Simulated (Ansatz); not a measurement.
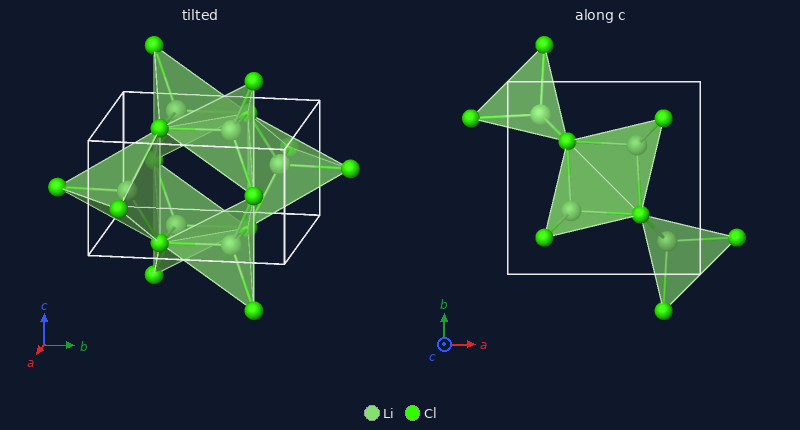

A polyhedral rendering, viewed slightly off an axis and along the c axis. The frame is the conventional unit cell; atoms at its boundary are shown with their periodic copies. Some neighbours outside the box are added. Cell: a = 6.65 Å, b = 6.65 Å, c = 3.95 Å, α = 90.00°, β = 90.00°, γ = 90.00°.

Starting structure: a structure type filled with these elements by a generator (whether the compound takes this form wasn't checked). Earlier steps of the study may have refined or changed the cell and positions. A calculation with Ansatz used it as input.

> In words:

The stoichiometry is LiCl. It belongs to space group P4_2/mnm (No. 136) and has a primitive tetragonal lattice. Content of the cell: 4 Li, 4 Cl (Z = 4). The polyhedra are LiCl4 tetrahedra; they share corners and edges. Li sits among four Cl in a distorted tetrahedral arrangement at about 2.4 Å. Cl bonds to four Li at about 2.4 Å. The bonds build a three-dimensional framework.

The calculation used DFT PBE, scalar-relativistic, plane waves, PAW in Ansatz, with E_cut = 420 eV, 4×4×6 k-mesh, Gaussian smearing of 0.02 eV, no spin polarisation.

> Classify it as metallic or gapped, with the value.

An insulator at this level, with a gap of 5.89 eV, direct.

> What does a Bader analysis give?

Li +0.89 e; Cl -0.89 e.

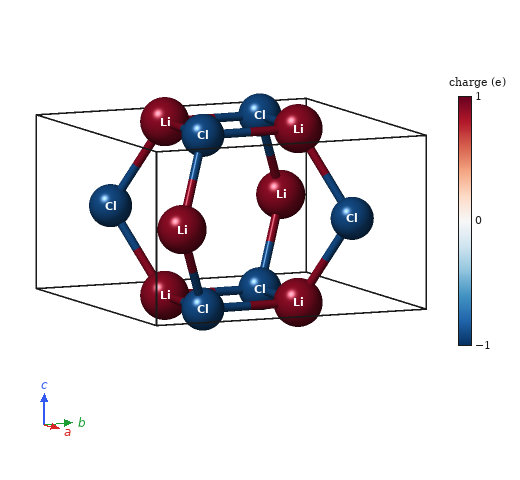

The atoms coloured by those charges. The run's cell of 8 atoms is drawn.

> Is the structure relaxed at this level of theory?

Yes. All forces vanish to within 0.01 eV/Å. The pressure is 0.0 GPa, close to zero.
